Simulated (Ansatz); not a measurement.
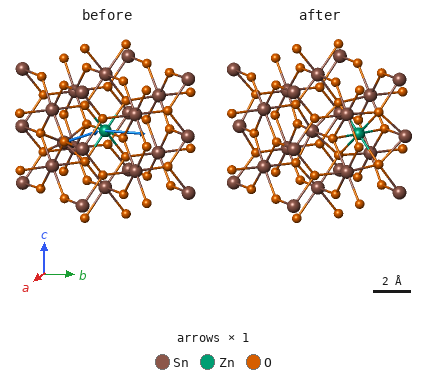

The structure of a defect cell of composition Sn₂₄ZnO₄₈ (cell charge +2) before (left) and after (right) a relaxation, at one scale. The blue arrows give the displacements, at their true length.

A ball-and-stick model of the atoms within 5.8 Å of the atom that moves most (axes of the cell of the calculation (origin shifted)), seen slightly off an axis.

Level of theory: Ansatz, DFT, PBEsol, PAW, plane waves. (plane-wave cutoff 420 eV; k-point mesh 1 × 1 × 1; mesh shifted by (0.25, 0.25, 0.25); no spin polarisation; atoms relaxed in a fixed cell; force threshold 0.03 eV/Å; at most 80 steps)

Summarise the run.

Answer. The Zn atom moves most: 2.31 Å along +b. Largest moves by element: Zn 2.31 Å, Sn 2.18 Å, O 0.19 Å. The cell doesn't change. Near-neighbour distances that change, for instance: O–Zn 2.096 → 4.206 Å, O–Sn 1.902 → 4.004 Å, O–Zn 4.260 → 2.196 Å, O–Zn 4.236 → 2.211 Å. New bonds form: O–Sn (2.94 → 2.00 Å), O–Sn (3.52 → 2.15 Å), O–Sn (4.16 → 2.23 Å), O–Sn (4.17 → 2.15 Å). Bonds break: O–Sn (1.89 → 3.27 Å), O–Sn (1.90 → 4.00 Å), O–Zn (2.04 → 3.87 Å), O–Zn (2.06 → 3.86 Å). Among the angles between lasting bonds that change: Sn–O–Sn 78.3° → 127.9°, Sn–O–Zn 132.9° → 86.5°, Sn–O–Sn 78.4° → 123.1°. After 22 geometry steps the energy has fallen by 11.167 eV per cell of the calculation. Largest force component: 10 eV/Å at the start, 0.0048 eV/Å at the end. The forces were under the threshold at step 8, but the run went on from there.

Limits of the set-up: the cell is charged, on a uniform background, and energies carry no finite-size correction.
